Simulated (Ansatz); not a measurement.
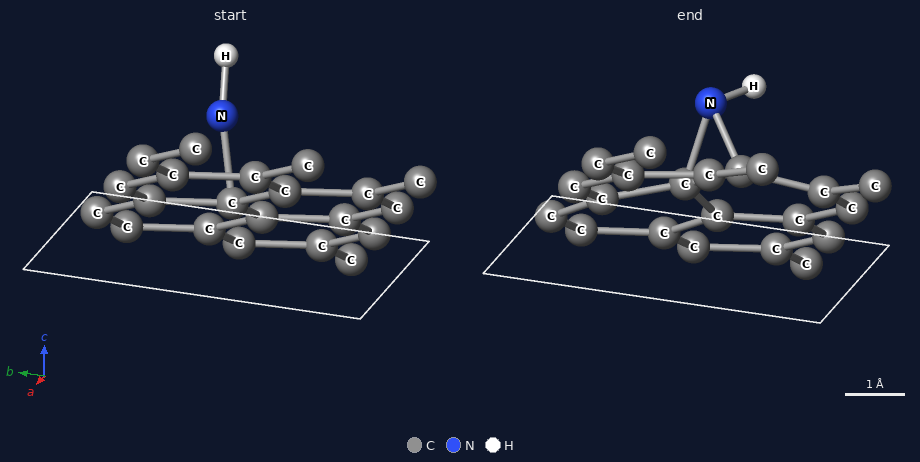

The structure of a slab of composition HC₁₈N before (left) and after (right) a relaxation, at one scale.

A ball-and-stick model of the cell of the calculation, outlined in the plane, without the vacuum (origin shifted), seen from a free direction.

It is NH on graphene monolayer, set down by a guess. The run prepares an end point of a later path (molecule hop) calculation, from a guessed geometry.

Level of theory: DFT PBE, scalar-relativistic, plane waves, PAW in Ansatz 0.2.0. Settings: plane-wave cutoff 420 eV; k-point mesh 2 × 2 × 1; occupations fermi dirac; smearing width 0.05 eV; no spin polarisation; atoms relaxed in a fixed cell; force threshold 0.03 eV/Å; at most 60 steps.

Describe what moved and what it gained.

The largest move relative to the layer's centre is that of the H atom, 1.34 Å at 71° to the normal (−c side). By element the largest moves are H 1.34 Å, N 0.55 Å, C 0.36 Å. The cell stays as it was. Some distances before and after: C–N 1.903 → 2.464 Å, C–N 1.903 → 1.493 Å, C–C 1.424 → 1.518 Å, C–C 1.424 → 1.465 Å. New bonds form: C–N (1.90 → 1.49 Å). Among the angles between lasting bonds that change: C–N–H 163.6° → 107.6°, C–C–N 80.9° → 112.7°, C–C–N 80.9° → 59.4°. After 11 accepted moves (12 points after the start) the energy has fallen by 3.495 eV per cell of the calculation. Largest force component: 2.6 eV/Å at the start, 0.01 eV/Å at the end. 1 step only repeated the SCF at the same geometry. The run took 35 s on 1 thread of AMD EPYC 9R45 96-Core Processor (Zen 5), on a shared host, peak memory 0.71 GiB.

Limits of the set-up: the periodic images lie only 7.4 Å apart, so the values are limited by the cell's size.
